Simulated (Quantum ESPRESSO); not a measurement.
**LiF (Griceite): from strain to phonon shift**

Aim: the phonon deformation potentials p and q of LiF (Griceite), tested on a biaxially strained cell.

Main program and level: Quantum ESPRESSO 7.5; DFT LDA, scalar-relativistic, plane waves, GBRV ultrasoft pseudopotentials.

### Step 1. Set-up

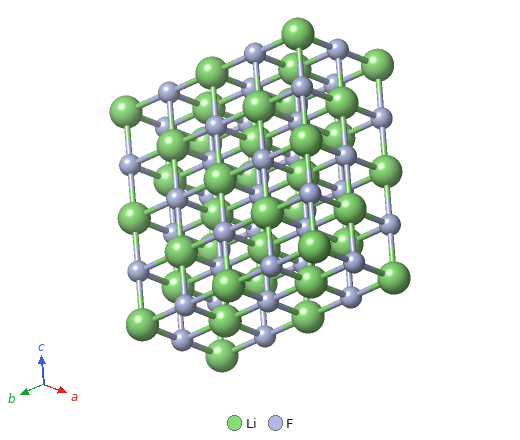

The starting structure, seen from a free direction (lithium green, fluorine light blue). 1×2×2 cells are drawn. This picture shows the conventional cell, with its axes. Some periodic images of atoms are drawn too.

This is the cell after its relaxation at this level of theory, not the database cell from which that began.

### Step 2. Uniaxial strain

The relaxed cell is stretched along z alone. This keeps all atoms on sites fixed by symmetry and splits the threefold mode into a singlet, polarised along z, and a doublet. The macroscopic field is left out, so these are transverse modes. Cutoff 55 Ry, k mesh 12×12×12.

From the response at ε_zz = 0.01:

What it wrote:

```text
[banners, grids, parts of the stress and lines that vanish by symmetry left out]
Program PHONON v.7.5
     Reading xml data from directory:

[...]
Exchange-correlation= PZ
                           (   1   1   0   0   0   0   0)
[...]
kinetic-energy cut-off    =      55.0000  Ry
     charge density cut-off    =     440.0000  Ry
     convergence threshold     =      1.0E-18
[...]
Exchange-correlation= PZ
                           (   1   1   0   0   0   0   0)
[...]
q = (   0.0000000   0.0000000   0.0000000 )
     17 Sym.Ops. (with q -> -q+G )
     G cutoff =  307.5869  (  15913 G-vectors)     FFT grid: ( 36, 36, 36)
     G cutoff =  153.7935  (   5641 G-vectors)  smooth grid: ( 25, 25, 25)
     number of k points=   163
[...]
Mode symmetry, D_4h(4/mmm) point group:
[...]
Representation #   1 mode #   1
[...]
End of self-consistent calculation
     Convergence has been achieved
     Representation #   2 mode #   2
[...]
End of self-consistent calculation
     Convergence has been achieved
     Representation #   3 modes #   3   4
[...]
End of self-consistent calculation
     Convergence has been achieved
     Representation #   4 modes #   5   6
[...]
End of self-consistent calculation
     Convergence has been achieved
[...]
q = (    0.000000000   0.000000000   0.000000000 )
[...]
freq (    1) =      -0.606589 [THz] =     -20.233629 [cm-1]
     freq (    2) =      -0.606589 [THz] =     -20.233629 [cm-1]
     freq (    3) =      -0.555269 [THz] =     -18.521777 [cm-1]
     freq (    4) =       9.341474 [THz] =     311.598028 [cm-1]
     freq (    5) =      10.325239 [THz] =     344.412889 [cm-1]
     freq (    6) =      10.325239 [THz] =     344.412889 [cm-1]
[...]
Mode symmetry, D_4h(4/mmm) point group:
     freq (   1-   2) =        -20.2  [cm-1]   --> E_u  X_5' M_5'  I
     freq (   3-   3) =        -18.5  [cm-1]   --> A_2u X_4' M_4'  I
     freq (   4-   4) =        311.6  [cm-1]   --> A_2u X_4' M_4'  I
     freq (   5-   6) =        344.4  [cm-1]   --> E_u  X_5' M_5'  I

   JOB DONE.
```

```csv
ε_zz,singlet (cm⁻¹),doublet (cm⁻¹),σ_zz (GPa),σ_xx (GPa)
-0.01,374.32,339.93,-1.689,-0.513
-0.005,358.21,341.17,-0.816,-0.251
0,342.30,342.30,0.005,0.005
0.005,326.56,343.33,0.778,0.256
0.01,311.60,344.41,1.503,0.501
```

Stress is counted positive in tension.

### Step 3. The fit

To first order ω² − ω₀² = p ε_zz + q (ε_xx + ε_yy) for the mode along z, and likewise for x and y. With ε_zz alone the singlet gives p and the doublet q.

The linear terms of parabolas through ω² are p = -18.39 ω₀² and q = 1.30 ω₀², with ω₀ = 342.3 cm⁻¹. Those of the stresses are C11 = 160 GPa and C12 = 51 GPa. Under hydrostatic strain p and q imply γ = −(p + 2q)/(6 ω₀²) = 2.63.

A layer held to an in-plane strain ε and free along z takes ε_zz = −2 (C12/C11) ε = -0.635 ε. To first order the singlet then shifts by (q − p C12/C11) ε / ω₀ = 2444 ε cm⁻¹. For ε = -0.006, ε_zz = 0.00381, the formulas for ω² predict 327.31 cm⁻¹ for the singlet and 360.22 cm⁻¹ for the doublet.

### Step 4. A biaxially strained cell

This run was no part of the fit.

What it wrote:

```text
[banners, grids, parts of the stress and lines that vanish by symmetry left out]
[banner, memory and clock lines left out]
Program PHONON v.7.5

[...]
Exchange-correlation= PZ
                           (   1   1   0   0   0   0   0)
[...]
kinetic-energy cut-off    =      55.0000  Ry
     charge density cut-off    =     440.0000  Ry
     convergence threshold     =      1.0E-18
[...]
Exchange-correlation= PZ
                           (   1   1   0   0   0   0   0)
[...]
q = (   0.0000000   0.0000000   0.0000000 )
     17 Sym.Ops. (with q -> -q+G )
     G cutoff =  303.8672  (  15601 G-vectors)     FFT grid: ( 36, 36, 36)
     G cutoff =  151.9336  (   5577 G-vectors)  smooth grid: ( 25, 25, 25)
     number of k points=   163
[...]
Mode symmetry, D_4h(4/mmm) point group:
[...]
Representation #   1 mode #   1
[...]
End of self-consistent calculation
     Convergence has been achieved
     Representation #   2 mode #   2
[...]
End of self-consistent calculation
     Convergence has been achieved
     Representation #   3 modes #   3   4
[...]
End of self-consistent calculation
     Convergence has been achieved
     Representation #   4 modes #   5   6
[...]
End of self-consistent calculation
     Convergence has been achieved
[...]
q = (    0.000000000   0.000000000   0.000000000 )
[...]
freq (    1) =      -0.633500 [THz] =     -21.131288 [cm-1]
     freq (    2) =      -0.590670 [THz] =     -19.702619 [cm-1]
     freq (    3) =      -0.590670 [THz] =     -19.702619 [cm-1]
     freq (    4) =       9.817614 [THz] =     327.480343 [cm-1]
     freq (    5) =      10.817963 [THz] =     360.848411 [cm-1]
     freq (    6) =      10.817963 [THz] =     360.848411 [cm-1]
[...]
Mode symmetry, D_4h(4/mmm) point group:
     freq (   1-   1) =        -21.1  [cm-1]   --> A_2u X_4' M_4'  I
     freq (   2-   3) =        -19.7  [cm-1]   --> E_u  X_5' M_5'  I
     freq (   4-   4) =        327.5  [cm-1]   --> A_2u X_4' M_4'  I
     freq (   5-   6) =        360.8  [cm-1]   --> E_u  X_5' M_5'  I
```

```csv
mode,predicted (cm⁻¹),run (cm⁻¹)
singlet,327.31,327.48
doublet,360.22,360.85
```

The stress along z is -0.005 GPa and that in the plane -1.107 GPa; the unstrained cell carries 0.005 GPa.

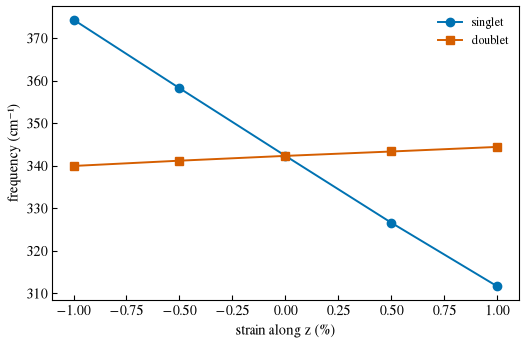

The two components under uniaxial strain.

### Step 5. Results

- p (in units of the squared frequency): -18.39
- q (same units): 1.299
- shift of the singlet per unit of biaxial strain: 2444 cm⁻¹
- C11 and C12: 160 and 51 GPa

In words: To first order, one per cent of tensile biaxial strain moves the singlet of LiF (Griceite) by 24.4 cm⁻¹ and the doublet by -30.7 cm⁻¹; the formulas miss the test run by up to 0.63 cm⁻¹. In the rock-salt structure this mode is infrared active and has no first-order Raman line. The third potential, r, needs shear strain, which was not run. The acoustic modes of the response miss zero by 21 cm⁻¹, a numerical error that can touch the optical modes as well. These are harmonic values at zero temperature.

[Host names and launcher messages were left out of these logs when they were recorded.]

[Logs are printed without paths, hosts, clocks, repeated set-up lines and the standing remarks that a program may print on its own settings, such as how far it seeks lower states.]

[Hosts, paths, dates, database ids (printed as entryN), source tags and the programs' standing remarks are cut or masked in the printed files.]
